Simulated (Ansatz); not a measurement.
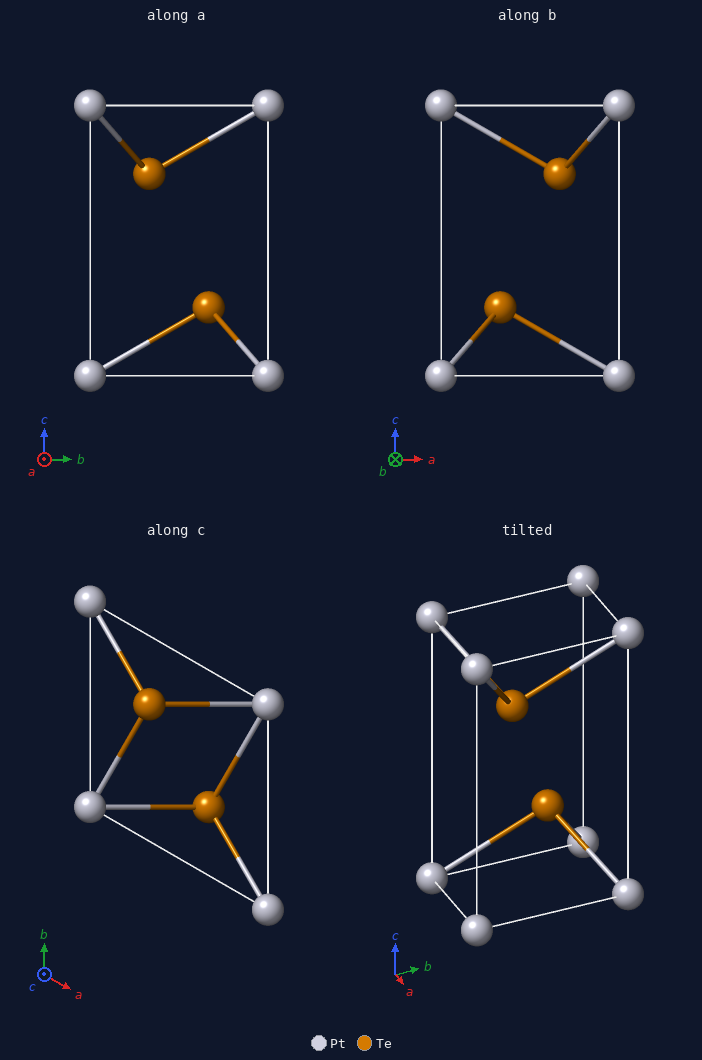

View along the a axis, along the b axis, along the c axis and slightly off an axis, drawn as a ball-and-stick model. Thin lines show the conventional unit cell, with boundary atoms drawn in all their periodic places.

Lattice parameters: a = 4.090 Å, b = 4.090 Å, c = 5.383 Å, α = 90.00°, β = 90.00°, γ = 120.00°.

**Reconstruct the structure as a table of Wyckoff sites, with free fractional coordinates to two decimals.**

Space group P-3m1 (No. 164).
```tsv
atom	site	x	y	z
Pt	1a	0.00	0.00	0.00
Te	2d	0.3333	0.6667	0.25
```

It derives from a structure type filled with these elements by a generator (whether the compound takes this form wasn't checked). Earlier steps of the study may have refined or changed the cell and positions. It went into a calculation with Ansatz.
